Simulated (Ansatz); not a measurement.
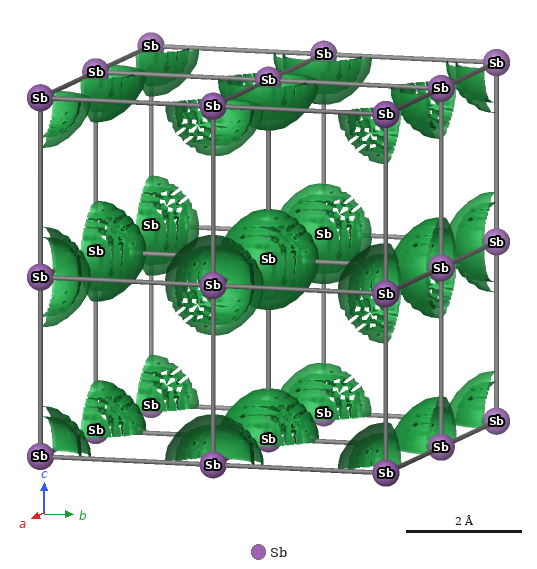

The picture shows: Sb. Density of the Kohn–Sham states from −11.9 to −7.9 eV about the Fermi level (the lower third of the occupied valence band), scaled to one electron a cell: green surface at 0.1 1/Å³, in the conventional cell, repeated, seen slightly off an axis.

Space group Pm-3m; the calculation finds a residual pressure of about −3 GPa at this fixed cell. Spin-orbit coupling, left out here, splits and shifts the levels of such heavy elements, by tenths of an eV up to several eV.

All numbers below come from DFT PBE, scalar-relativistic, plane waves, PAW (Ansatz).

In a PAW calculation such maps are meaningful between the atoms, not at the nuclei.

Question: Which atoms and orbitals make up these states?

Answer: Projected on a minimal set of atomic orbitals (Löwdin), they are Sb 5s (80 %) and Sb 5p (20 %).

Run time: 1.4 s on 1 thread of Arm Neoverse V2, on a shared host, peak memory 0.28 GiB.
